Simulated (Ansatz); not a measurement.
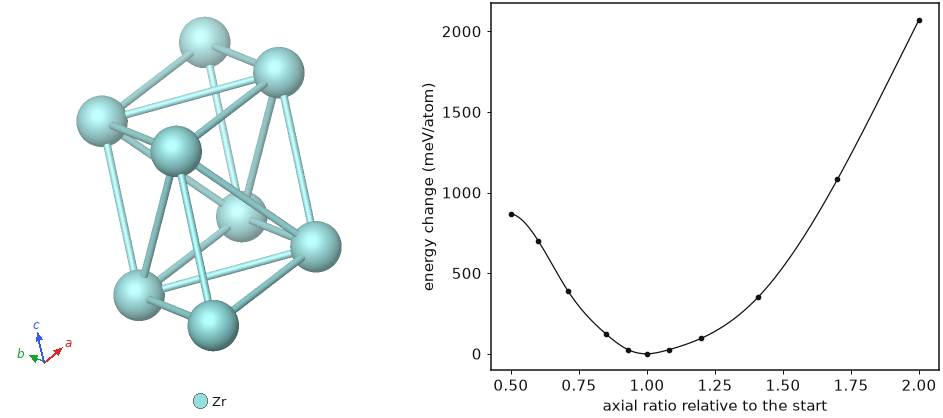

The picture above shows the energy change against relative axial ratio for Zr, space group Fm-3m (No. 225). The cell is drawn beside the plot.

Starting cell:
```yaml
crystal:
  lattice:
    - [0.00000, 2.25500, 2.25500]
    - [2.25500, 0.00000, 2.25500]
    - [2.25500, 2.25500, 0.00000]
  atoms:
    - { symbol: Zr, position: [0.00000, 0.00000, 0.00000] }
```

Method: deformation of a crystal at fixed volume, lengths along the axis scaled against those across it, fractional coordinates fixed, by plane-wave density functional theory with PAW datasets, free energies less that of the undisturbed cell, pressure positive in compression; scalar-relativistic (Ansatz 0.2.0). Level: PBE, no spin polarisation.

```
       setting                                             value
   wave cutoff                                            420 eV
        k mesh                                          20×20×20
   occupations                                          Gaussian
smearing width                                           0.15 eV
       k shift                            (0, 0, 0) (mesh steps)
         start                                          as given
          path                                          trigonal
axis direction  (0.5774, 0.5774, 0.5774) (Cartesian unit vector)
```

From this curve and the settings, what does the calculation give for the pressure at the same points?

The pressure goes from 5.8 GPa at relative axial ratio 0.50 to 32.0 GPa at 2.00, not monotonically, with a low of 1.1 GPa at 1.00.

| axial ratio relative to the start | pressure (GPa) |
| --- | --- |
| 0.50 | 5.8 |
| 0.60 | 4.6 |
| 0.71 | 2.1 |
| 0.85 | 1.4 |
| 0.93 | 1.2 |
| 1.00 | 1.1 |
| 1.08 | 1.2 |
| 1.20 | 1.2 |
| 1.41 | 4.5 |
| 1.70 | 15.9 |
| 2.00 | 32.0 |

Keep in mind: reference crystal is not relaxed.
